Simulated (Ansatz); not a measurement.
**Geometry relaxation, with input and output: TaN (part 1 of 3)**

- system: TaN (slab, 24 atoms in the cell)
- method: DFT PBE, scalar-relativistic, plane waves, PAW, no spin polarisation (Ansatz 0.2.0)

The structure derives from an entry of the Crystallography Open Database. The input holds or restrains some coordinates. Forces given for the steps count only the free coordinates. It belongs to a series of runs on one base structure; here: clean slab, lower planes held. Figures and captions count atoms from 1; the log counts them from 0 in places.

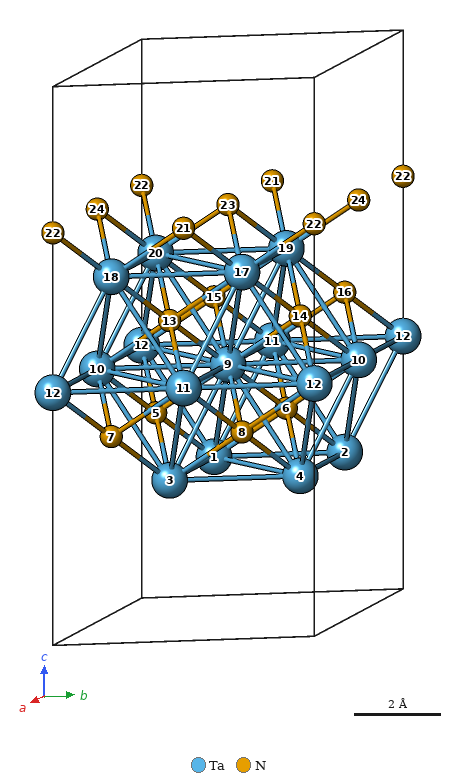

The input geometry (ball-and-stick view of the cell of the calculation, with the vacuum cut short, seen slightly off an axis; atoms are numbered from 1 in the order of the input). An atom can appear more than once, as a periodic image. Near neighbours in the periodic cell (some may lie outside the picture): Ta has 3 N at 2.21 Å and 9 Ta at 3.12 Å; N has 6 Ta at 2.21 Å; Ta has 6 N at 2.21 Å and 12 Ta at 3.12 Å; Ta has 6 N at 2.21 Å and 9 Ta at 3.12 Å; N has 3 Ta at 2.21 Å.

**Summary**

- outcome: converged under the restraints of the input
- electrons treated: 216
- free energy: −123807.3747 eV
- work function, top face: 5.53 eV
- work function, bottom face: 5.00 eV
- Fermi energy: 3.741 eV
- gap on the k-point mesh: none (metallic)
- final volume: 756.22 Å³
- work function (upper face): 5.53 eV
- largest force (length of the vector) at the end, held atoms and coordinates included: 0.705 eV/Å
- hardware: 4 threads of Arm Neoverse V1, 24 GiB of memory available, shared host
- wall time: 68 s (CPU time 3.6 min)
- peak memory: 1.7 GiB

**Remarks**

Spin–orbit coupling is left out, which matters for Ta.

**Input**
```yaml
crystal:
  lattice:
    - [6.246962505, 0.0, 0.0]
    - [-3.1234812525, 5.4100282258, 0.0]
    - [0.0, 0.0, 22.3757794081]
  atoms:
    - { symbol: Ta, position: [0.1666666667, 0.3333333333, 0.3575294453] }
    - { symbol: Ta, position: [0.1666666667, 0.8333333333, 0.3575294453] }
    - { symbol: Ta, position: [0.6666666667, 0.3333333333, 0.3575294453] }
    - { symbol: Ta, position: [0.6666666667, 0.8333333333, 0.3575294453] }
    - { symbol: "N", position: [0.3333333333, 0.1666666667, 0.4145176672] }
    - { symbol: "N", position: [0.3333333333, 0.6666666667, 0.4145176672] }
    - { symbol: "N", position: [0.8333333333, 0.1666666667, 0.4145176672] }
    - { symbol: "N", position: [0.8333333333, 0.6666666667, 0.4145176672] }
    - { symbol: Ta, position: [0.5, 0.5, 0.4715058891] }
    - { symbol: Ta, position: [0.5, 0.0, 0.4715058891] }
    - { symbol: Ta, position: [0.0, 0.5, 0.4715058891] }
    - { symbol: Ta, position: [0.0, 0.0, 0.4715058891] }
    - { symbol: "N", position: [0.6666666667, 0.3333333333, 0.5284941109] }
    - { symbol: "N", position: [0.6666666667, 0.8333333333, 0.5284941109] }
    - { symbol: "N", position: [0.1666666667, 0.3333333333, 0.5284941109] }
    - { symbol: "N", position: [0.1666666667, 0.8333333333, 0.5284941109] }
    - { symbol: Ta, position: [0.8333333333, 0.6666666667, 0.5854823328] }
    - { symbol: Ta, position: [0.8333333333, 0.1666666667, 0.5854823328] }
    - { symbol: Ta, position: [0.3333333333, 0.6666666667, 0.5854823328] }
    - { symbol: Ta, position: [0.3333333333, 0.1666666667, 0.5854823328] }
    - { symbol: "N", position: [0.0, 0.5, 0.6424705547] }
    - { symbol: "N", position: [0.0, 0.0, 0.6424705547] }
    - { symbol: "N", position: [0.5, 0.5, 0.6424705547] }
    - { symbol: "N", position: [0.5, 0.0, 0.6424705547] }
basis:
  ecutwfc: 420
kpoints:
  mp_grid: { grid: [4, 4, 1] }
hamiltonian:
  xc: pbe
scf:
  occupations: { method: gaussian, width: 0.1 }
output:
  forces: true
  eigenvalues: true
relax:
  adjacent_minimum: "off"
  f_tol: 0.03
  max_steps: 70
  constraints: [{ sites: [0, 1, 2, 3, 4, 5, 6, 7, 8, 9, 10, 11] }]
efield:
  axis: 3
  dipole_correction: true
  ramp_width: 0.04
```

Run as:
```bash
ansatz run input.yaml --threads 4 --pin off --max-ram 10240MiB --backend cpu --events-out ev --progress --plain --runs-dir out
```

**Output**
```
Engine: ansatz 0.2.0, aarch64-unknown-linux-gnu
Pseudopotentials: kind: paw
Pseudopotential: Ta, paw, valence charge 13, recommended cutoff 420 eV (normal), Ta.paw.azcp
Pseudopotential: N, paw, valence charge 5, recommended cutoff 420 eV (normal), N.paw.azcp
Functional definition: PBE
  parameter kappa = 0.804
  parameter beta = 0.06672455060314922
  exchange = pbe_x(kappa = kappa, mu = beta*pi^2/3)
  correlation = pbe_c(beta = beta)
Crystal: 24 atoms, lattice volume = 756.217 Å³
Basis set: ecut = 420 eV, 14799 PW (Γ), exchange–correlation on 90×90×300 points (8 copies of the dense FFT grid, shifted against one another)
Bands: 132, of which v1, the nominal top of the filled ones, is band 108 counted from 1 (107 counted from 0)
Symmetry: 24 space group operations
Space group: P3m1 (ITA 156), of the structure as read, at distance tolerance 9.1e-5 Å
k-points: 4 of 16 (time reversal used)
Non-local potential: Ta, projectors of the file, l = 0: 3, l = 1: 2, l = 2: 2, l = 3: 1
Non-local potential: N, projectors of the file, l = 0: 2, l = 1: 2, l = 2: 1
PAW form: soft (Blöchl's): semilocal exchange-correlation on the pseudo side does not see the compensation charge
PAW one-centre angular grid: Ta, 590 points (default); XC on 64 Gauss nodes
PAW one-centre angular grid: N, 110 points (default); XC on 64 Gauss nodes
Initial density: superposition of atomic densities (neutral atoms: chi_scale 0, normalization atom), corrected by the library's trained network
Initial wavefunctions: pseudopotential atomic-orbital guess
Functional: x = pbe(κ = 0.804, μ = 0.2195149727645171), c = pbe(β = 0.06672455060314922)
SCF iter   1: F=—  HF=-123803.878963 eV  |F-HF|=—  |Δ(HF+E_count)|=         —  Δρ=9.59e-3  dr2=9.88e0  ethr=1.77e-3  p=-0.164 e·Å  D=-3.93e-2 V/Å  ΔV_dip=0.88 eV  dr2_dipole=5.07e0  V_vac-E_F(+/−)=6.42/5.54 eV  ⟨swp⟩=8.8  Hψ=2579  notcnv=0
efield: sawtooth ramp at fractional position 0.9800 (placed from the atoms, in the widest stretch of the axis that holds none; the zero of the levels goes with the place), width 0.0400; the density the first Hamiltonian is built on has a dipole p = -0.164 e·Å; the dipole correction subtracts the counter field D = -3.93e-2 V/Å, which shifts the + side's vacuum level by +0.88 eV against the − side's; the planar-averaged density in the ramp window peaks in size at 2.9e-5 e/Å³
preconditioner: auto → LDOS  [metal: Δε(μ)=0.005 eV  Ē_g=8.329 eV  σ=0.100 eV  W_gap=0.03  n_scr=134 (ndim 8)  ℏωp=14.8 eV  f_vac=0.565  D(μ)=15.65/eV (n_scr^D=78)  β→1.0]
SCF iter   2: F=—  HF=-123803.493683 eV  |F-HF|=—  |Δ(HF+E_count)|=   3.85e-1  Δρ=5.51e-3  dr2=5.14e-1  ethr=1.77e-3  p=-0.486 e·Å  D=-1.16e-1 V/Å  ΔV_dip=2.60 eV  dr2_dipole=2.63e-4  V_vac-E_F(+/−)=7.66/5.06 eV  ⟨swp⟩=2.0  Hψ=730  notcnv=0  defer=60
SCF iter   3: F=—  HF=-123803.436302 eV  |F-HF|=—  |Δ(HF+E_count)|=   5.74e-2  Δρ=1.44e-3  dr2=6.57e-2  ethr=2.38e-4  p=-0.439 e·Å  D=-1.05e-1 V/Å  ΔV_dip=2.35 eV  dr2_dipole=3.23e-2  V_vac-E_F(+/−)=7.42/5.07 eV  ⟨swp⟩=2.8  Hψ=922  notcnv=0  defer=61
SCF iter   4: F=—  HF=-123803.433755 eV  |F-HF|=—  |Δ(HF+E_count)|=   2.55e-3  Δρ=4.42e-4  dr2=1.37e-2  ethr=3.04e-5  p=-0.451 e·Å  D=-1.08e-1 V/Å  ΔV_dip=2.41 eV  dr2_dipole=7.06e-3  V_vac-E_F(+/−)=7.45/5.04 eV  ⟨swp⟩=1.5  Hψ=550  notcnv=0  defer=61
SCF iter   5: F=—  HF=-123803.433183 eV  |F-HF|=—  |Δ(HF+E_count)|=   5.72e-4  Δρ=9.20e-5  dr2=6.90e-4  ethr=6.32e-6  p=-0.457 e·Å  D=-1.09e-1 V/Å  ΔV_dip=2.45 eV  dr2_dipole=3.69e-4  V_vac-E_F(+/−)=7.47/5.02 eV  ⟨swp⟩=1.8  Hψ=562  notcnv=0  defer=58
SCF iter   6: F=—  HF=-123803.433265 eV  |F-HF|=—  |Δ(HF+E_count)|=   8.24e-5  Δρ=4.14e-5  dr2=4.87e-5  ethr=3.19e-7  p=-0.460 e·Å  D=-1.10e-1 V/Å  ΔV_dip=2.46 eV  dr2_dipole=2.00e-7  V_vac-E_F(+/−)=7.48/5.01 eV  ⟨swp⟩=3.0  Hψ=847  notcnv=0  defer=58
SCF iter   7: F=-123803.433263 eV  HF=-123803.433267 eV  |F-HF|=4.17e-6  |Δ(HF+E_count)|=   2.21e-6  Δρ=1.45e-5  dr2=3.91e-6  ethr=1.04e-8  p=-0.459 e·Å  D=-1.10e-1 V/Å  ΔV_dip=2.46 eV  dr2_dipole=1.41e-6  V_vac-E_F(+/−)=7.47/5.02 eV  ⟨swp⟩=17.0  Hψ=2974  notcnv=0
SCF 1 converged in 7 iterations: F = -123803.433263 eV  dr2 = 3.91e-6
  greatest PAW one-centre occupation: 0.999 electrons in one spin orbital (limit 2), on the Ta atom at site 11 (counted from 0), in its partial waves of l = 0
relax step   1: F+E_penalty+E_count = -123803.43326316 eV  Δ(F+E_penalty+E_count) = +0.000e0 eV  max|allowed force component| = 5.435e0 eV/Å  Δτ_max = 0.0000 Å  (7 SCF iters, dr2 threshold 2.25e-5 eV, accepted)
Initial density: handed on by an earlier stage of this run
Initial wavefunctions: those handed on with the density
SCF iter   1: F=—  HF=-123808.305285 eV  |F-HF|=—  |Δ(HF+E_count)|=         —  Δρ=1.82e-2  dr2=8.70e0  ethr=3.10e-3  p=-0.459 e·Å  D=-1.10e-1 V/Å  ΔV_dip=2.46 eV  dr2_dipole=3.45e0  V_vac-E_F(+/−)=7.34/4.88 eV  ⟨swp⟩=6.5  Hψ=1492  notcnv=0  defer=45
efield: sawtooth ramp at fractional position 0.9800 (handed on by an earlier solve), width 0.0400; the density the first Hamiltonian is built on has a dipole p = -0.459 e·Å; the dipole correction subtracts the counter field D = -1.10e-1 V/Å, which shifts the + side's vacuum level by +2.46 eV against the − side's; the planar-averaged density in the ramp window peaks in size at 1.7e-6 e/Å³
preconditioner: auto → LDOS  [metal: Δε(μ)=0.045 eV  Ē_g=8.520 eV  σ=0.100 eV  W_gap=0.25  n_scr=134 (ndim 8)  ℏωp=14.8 eV  f_vac=0.568  D(μ)=27.28/eV (n_scr^D=228)  β→1.0]
SCF iter   2: F=—  HF=-123807.374975 eV  |F-HF|=—  |Δ(HF+E_count)|=   9.30e-1  Δρ=8.40e-3  dr2=2.40e0  ethr=3.10e-3  p=-0.171 e·Å  D=-4.08e-2 V/Å  ΔV_dip=0.91 eV  dr2_dipole=8.10e-1  V_vac-E_F(+/−)=5.94/5.03 eV  ⟨swp⟩=2.2  Hψ=854  notcnv=0  defer=59
SCF iter   3: F=—  HF=-123807.329734 eV  |F-HF|=—  |Δ(HF+E_count)|=   4.52e-2  Δρ=2.79e-3  dr2=8.17e-1  ethr=1.11e-3  p=-0.170 e·Å  D=-4.08e-2 V/Å  ΔV_dip=0.91 eV  dr2_dipole=3.51e-1  V_vac-E_F(+/−)=5.95/5.04 eV  ⟨swp⟩=2.0  Hψ=710  notcnv=0  defer=61
SCF iter   4: F=—  HF=-123807.299481 eV  |F-HF|=—  |Δ(HF+E_count)|=   3.03e-2  Δρ=1.13e-3  dr2=1.13e-2  ethr=3.78e-4  p=-0.105 e·Å  D=-2.50e-2 V/Å  ΔV_dip=0.56 eV  dr2_dipole=4.55e-4  V_vac-E_F(+/−)=5.63/5.07 eV  ⟨swp⟩=2.2  Hψ=601  notcnv=0  defer=61
SCF iter   5: F=—  HF=-123807.299465 eV  |F-HF|=—  |Δ(HF+E_count)|=   1.58e-5  Δρ=4.08e-4  dr2=5.27e-3  ethr=5.23e-6  p=-0.127 e·Å  D=-3.05e-2 V/Å  ΔV_dip=0.68 eV  dr2_dipole=1.48e-3  V_vac-E_F(+/−)=5.72/5.04 eV  ⟨swp⟩=3.8  Hψ=883  notcnv=0  defer=57
SCF iter   6: F=—  HF=-123807.299322 eV  |F-HF|=—  |Δ(HF+E_count)|=   1.43e-4  Δρ=1.16e-4  dr2=5.83e-4  ethr=2.44e-6  p=-0.131 e·Å  D=-3.12e-2 V/Å  ΔV_dip=0.70 eV  dr2_dipole=1.38e-4  V_vac-E_F(+/−)=5.73/5.03 eV  ⟨swp⟩=2.0  Hψ=584  notcnv=0  defer=57
SCF iter   7: F=-123807.299316 eV  HF=-123807.299323 eV  |F-HF|=6.93e-6  |Δ(HF+E_count)|=   1.09e-6  Δρ=2.74e-5  dr2=1.07e-5  ethr=4.63e-8  p=-0.132 e·Å  D=-3.16e-2 V/Å  ΔV_dip=0.71 eV  dr2_dipole=1.98e-6  V_vac-E_F(+/−)=5.73/5.02 eV  ⟨swp⟩=16.0  Hψ=3344  notcnv=0
SCF 2 converged in 7 iterations: F = -123807.299316 eV  dr2 = 1.07e-5
  greatest PAW one-centre occupation: 0.999 electrons in one spin orbital (limit 2), on the Ta atom at site 19 (counted from 0), in its partial waves of l = 0
relax step   2: F+E_penalty+E_count = -123807.29931588 eV  Δ(F+E_penalty+E_count) = -3.866e0 eV  max|allowed force component| = 6.157e-1 eV/Å  Δτ_max = 0.1948 Å  (7 SCF iters, dr2 threshold 1.00e-4 eV, accepted)
iter 1 solved again at ethr=1.58e-4 eV; its pass at ethr=3.10e-3 eV (dr2=3.41e-1 eV) is discarded
SCF iter   1: F=—  HF=-123807.436298 eV  |F-HF|=—  |Δ(HF+E_count)|=         —  Δρ=4.89e-3  dr2=3.62e-1  ethr=1.58e-4  p=-0.132 e·Å  D=-3.16e-2 V/Å  ΔV_dip=0.71 eV  dr2_dipole=1.85e-2  V_vac-E_F(+/−)=5.75/5.04 eV  ⟨swp⟩=2.0  Hψ=1619  notcnv=0  defer=55
efield: sawtooth ramp at fractional position 0.9800 (handed on by an earlier solve), width 0.0400; the density the first Hamiltonian is built on has a dipole p = -0.132 e·Å; the dipole correction subtracts the counter field D = -3.16e-2 V/Å, which shifts the + side's vacuum level by +0.71 eV against the − side's; the planar-averaged density in the ramp window peaks in size at 2.0e-6 e/Å³
preconditioner: auto → LDOS  [metal: Δε(μ)=0.044 eV  Ē_g=8.552 eV  σ=0.100 eV  W_gap=0.24  n_scr=134 (ndim 8)  ℏωp=14.8 eV  f_vac=0.573  D(μ)=29.33/eV (n_scr^D=252)  β→1.0]
SCF iter   2: F=—  HF=-123807.376677 eV  |F-HF|=—  |Δ(HF+E_count)|=   5.96e-2  Δρ=2.82e-3  dr2=5.13e-2  ethr=1.58e-4  p=-0.107 e·Å  D=-2.56e-2 V/Å  ΔV_dip=0.57 eV  dr2_dipole=9.54e-4  V_vac-E_F(+/−)=5.58/5.00 eV  ⟨swp⟩=2.5  Hψ=718  notcnv=0  defer=55
SCF iter   3: F=—  HF=-123807.365433 eV  |F-HF|=—  |Δ(HF+E_count)|=   1.12e-2  Δρ=6.30e-4  dr2=1.68e-2  ethr=2.38e-5  p=-0.109 e·Å  D=-2.61e-2 V/Å  ΔV_dip=0.58 eV  dr2_dipole=1.46e-3  V_vac-E_F(+/−)=5.59/5.01 eV  ⟨swp⟩=3.0  Hψ=916  notcnv=0  defer=55
SCF iter   4: F=—  HF=-123807.364140 eV  |F-HF|=—  |Δ(HF+E_count)|=   1.29e-3  Δρ=3.02e-4  dr2=4.59e-3  ethr=7.77e-6  p=-0.104 e·Å  D=-2.49e-2 V/Å  ΔV_dip=0.56 eV  dr2_dipole=3.71e-4  V_vac-E_F(+/−)=5.56/5.00 eV  ⟨swp⟩=1.2  Hψ=540  notcnv=0  defer=55
SCF iter   5: F=—  HF=-123807.363975 eV  |F-HF|=—  |Δ(HF+E_count)|=   1.66e-4  Δρ=5.88e-5  dr2=1.11e-4  ethr=2.13e-6  p=-0.101 e·Å  D=-2.41e-2 V/Å  ΔV_dip=0.54 eV  dr2_dipole=3.20e-5  V_vac-E_F(+/−)=5.54/5.00 eV  ⟨swp⟩=2.0  Hψ=644  notcnv=0  defer=55
SCF iter   6: F=—  HF=-123807.363996 eV  |F-HF|=—  |Δ(HF+E_count)|=   2.17e-5  Δρ=2.45e-5  dr2=2.37e-5  ethr=1.10e-8  p=-0.101 e·Å  D=-2.42e-2 V/Å  ΔV_dip=0.54 eV  dr2_dipole=8.97e-6  V_vac-E_F(+/−)=5.54/5.00 eV  ⟨swp⟩=14.2  Hψ=3253  notcnv=0
SCF iter   7: F=-123807.363994 eV  HF=-123807.363997 eV  |F-HF|=2.98e-6  |Δ(HF+E_count)|=   4.19e-7  Δρ=1.29e-5  dr2=3.68e-6  ethr=1.10e-8  p=-0.101 e·Å  D=-2.42e-2 V/Å  ΔV_dip=0.54 eV  dr2_dipole=1.22e-6  V_vac-E_F(+/−)=5.54/5.00 eV  ⟨swp⟩=5.2  Hψ=1912  notcnv=0
SCF 3 converged in 7 iterations: F = -123807.363994 eV  dr2 = 3.68e-6
relax step   3: F+E_penalty+E_count = -123807.36399374 eV  Δ(F+E_penalty+E_count) = -6.468e-2 eV  max|allowed force component| = 1.283e-1 eV/Å  Δτ_max = 0.0804 Å  (7 SCF iters, dr2 threshold 2.37e-5 eV, accepted)
```
